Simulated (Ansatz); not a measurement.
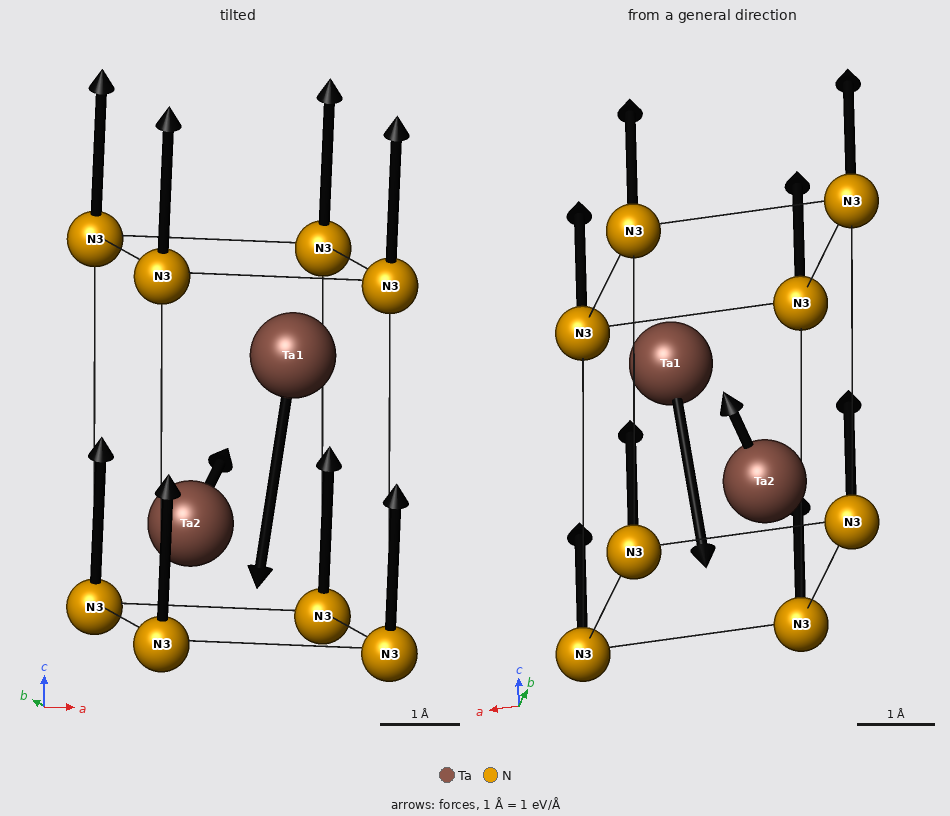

Shown here is a spheres-only view of the crystal, taken slightly off an axis and from a general direction. Atoms at the boundary of the cell (the run's own, in a reduced setting) (the box) are drawn once for each face, edge or corner they touch. The arrows are the computed forces on the atoms.

System: Ta$_{2}$N. Computational set-up: DFT PBE, scalar-relativistic, plane waves, PAW in Ansatz 0.2.0, plane-wave cutoff 420 eV, k-points about 0.18 Å⁻¹ apart, Gaussian smearing of 0.1 eV, no spin polarisation.

Question: Is the structure at a minimum of the energy?

Answer: No. The atoms still feel forces of up to about 2.5 eV/Å, far above a usual threshold of 0.01 to 0.03 eV/Å.

Question: Where does the largest force act?

Answer: Ta1, about 2.5 eV/Å.

Question: How big are the forces on each element on average?

Answer: Mean magnitudes: about Ta 1.7 eV/Å, N 2.1 eV/Å.

The initial geometry was a structure listed in the Materials Project. The cell was then strained or its atoms displaced on purpose. It went into a calculation with Ansatz.
